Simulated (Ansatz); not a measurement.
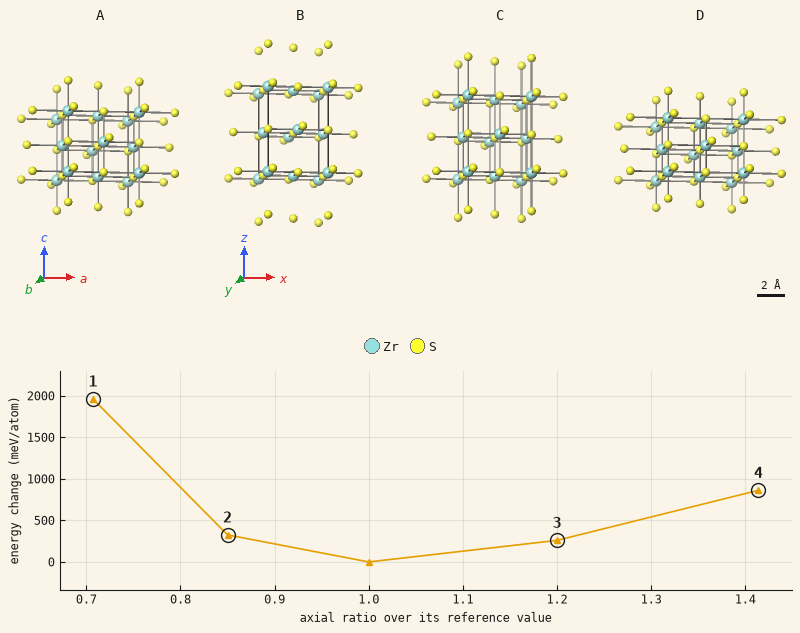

Crystalline ZrS (Fm-3m): the ratio of the cell's length along z to its lengths across, counted as 1 for the reference, is changed at fixed volume (a tetragonal or Bain path), with the atoms kept at their fractional coordinates. x, y and z are the Cartesian axes of the input. The frames are shuffled; the numbered points of the plot belong to them. The picture is a ball-and-stick view of the conventional cell (4 times the calculation's cell), seen along the b axis, with a slight tilt. Lengths and directions refer to the drawn axes.

Computed with DFT r2SCAN, scalar-relativistic, plane waves, PAW (Ansatz 0.2.0). Set-up: plane-wave cutoff 500 eV; k-point mesh 18 × 18 × 18; occupations gaussian; smearing width 0.15 eV; no spin polarisation. Energies (free energies at the smearing named) are counted from the cell as listed in its source, which wasn't relaxed.

**Match the frames to the points.**

Point 1 is frame D (the relative ratio 0.707, 1962 meV/atom); 2 is frame A (the relative ratio 0.85, 326 meV/atom); 3 is frame C (the relative ratio 1.20, 260 meV/atom); 4 is frame B (the relative ratio 1.414, 862 meV/atom). Of the computed points the lowest is at the relative ratio 1.00, 0 meV/atom. The end points stand at 1962 meV/atom (0.707) and 862 meV/atom (1.414). The unrelaxed reference is under a pressure of −2.0 GPa. The distortion takes the space group from Fm-3m to I4/mmm. At the relative ratio 1.414 the cell of the drawing goes a 5.250 → 4.677 Å, b 5.250 → 4.677 Å, c 5.250 → 6.614 Å.
